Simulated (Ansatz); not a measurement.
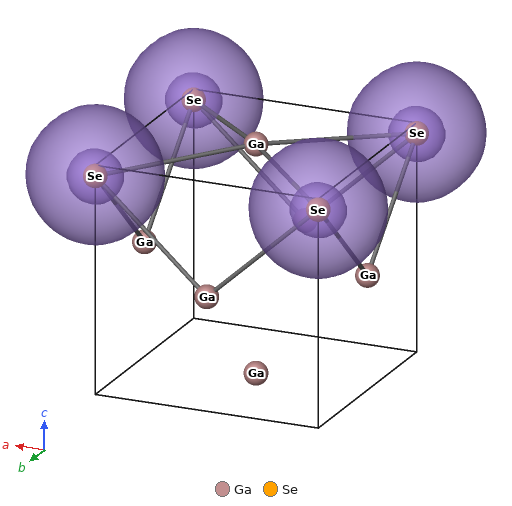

Ga3Se. Isosurface of the ELF at 0.6 (purple), seen at an oblique angle. Only the valence region is drawn (cores and ρ < 0.01 e/Å³ removed). Sticks mark near contacts.

Space group P4mm; a structure from a database of computed crystals, not necessarily the ambient phase; changed on purpose from its base cell (atom 4 (Se) moved -0.200 A along Cartesian [0 1 0]); computed without spin polarisation.

Method: DFT PBE+D3(BJ), scalar-relativistic, plane waves, PAW (Ansatz).

In a PAW calculation such maps are meaningful between the atoms, not at the nuclei.

> Where are the electrons localised?

The ELF exceeds this value in one region wrapped around Se (its valence shell), counted in one cell of 4 atoms. Regions shared between cells count once. Along the contacts the grid gives the following. Ga–Se (2.92 Å): the ELF is about 0.35 at the midpoint and 0.25 at its lowest between the atoms. Ga–Se (3.06 Å): the ELF is about 0.30 at the midpoint.
